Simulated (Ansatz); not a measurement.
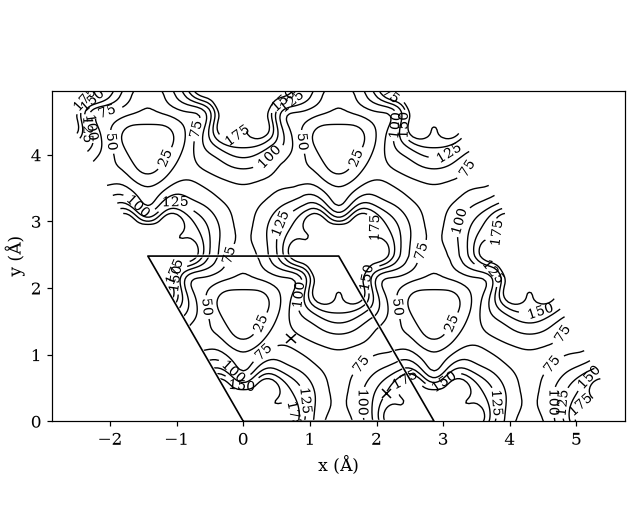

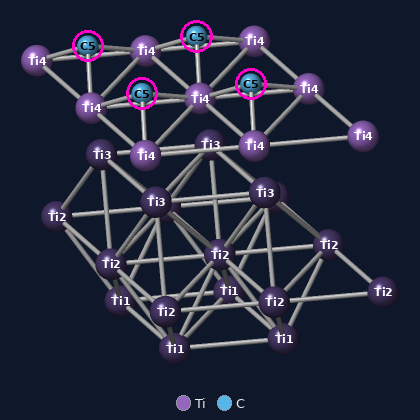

Energy landscape of C on a Ti(001) slab cut from the P6_3/mmc phase, its upper half relaxed before the scan (4 atoms of substrate and one adsorbate in a 1 × 1 cell). C is moved over the surface cell; relaxed at each place: the height of the adsorbate's atoms and the top layer of the substrate; the origin of the map has the adsorbate above Ti4. Places are given modulo a cell vector. The map is drawn in real space over the plane of the surface. The scan uses a 6 × 6 grid; 16 points were computed and 18 follow by symmetry. At 2 points there is no value. Energies: meV, counted from the lowest grid point. With one adsorbate in each 1 × 1 cell, its nearest image is 2.9 Å away, so neighbouring adsorbates interact. Theory: Ansatz, DFT LDA, scalar-relativistic, plane waves, PAW. Settings: cutoff 420 eV, k-mesh 9×9×1, gaussian smearing 0.1 eV, no spin polarisation.

Drawn: contour lines labelled in meV (none above 175), crosses at grid points without a value, the outline of one cell of the 2 × 2 shown. Between grid points the surface is interpolated. The second picture is the structure at the lowest point; rings mark the moved atoms.

Summarise what can be read from the map.

The lowest grid point is at a threefold hollow over a second-layer Ti atom, (2/6, 4/6) of the cell vectors. The highest grid point, the top site over a surface Ti atom, (0/6, 0/6) of the cell vectors, lies 2787 meV above the lowest. On the interpolated surface the easiest way out of the lowest well to its copy in the next cell or period passes a barrier of about 72 meV. At the lowest point the adsorbate has 3 Ti at 1.86 Å as nearest neighbours, at the highest 1 Ti at 1.94 Å. Its relaxed height above the top atom is 1.31 Å at the lowest and 2.07 Å at the highest point.

The input of one point:

```yaml
crystal:
  lattice:
    - [2.8641158382, 0.0, 0.0]
    - [-1.4320579191, 2.4803970752, 0.0]
    - [0.0, 0.0, 22.241239351]
  atoms:
    - { symbol: Ti, position: [0.6666666667, 0.3333333333, 0.179846093] }
    - { symbol: Ti, position: [0.3333333333, 0.6666666667, 0.2818047761] }
    - { symbol: Ti, position: [0.6666666667, 0.3333333333, 0.3878689313] }
    - { symbol: Ti, position: [0.3333333333, 0.6666666667, 0.4829424827] }
    - { symbol: C, position: [0.6666666667, 1.3333333333, 0.5368963106] }
basis:
  ecutwfc: 420
kpoints:
  mp_grid: { grid: [9, 9, 1] }
hamiltonian:
  xc: lda
  pseudopotentials: { kind: paw, azcp: { folder: soft_1 } }
scf:
  occupations: { method: gaussian, width: 0.1 }
output:
  forces: true
  eigenvalues: true
relax:
  adjacent_minimum: "off"
  f_tol: 0.025
  max_steps: 30
  constraints: [{ sites: [0, 1, 2] }, { sites: [4], fix: xy }]
efield:
  axis: 3
  dipole_correction: true
  ramp_width: 0.04
```

The whole map (16 points run) took 86 min on 1 thread of Arm Neoverse N1 (shared host).
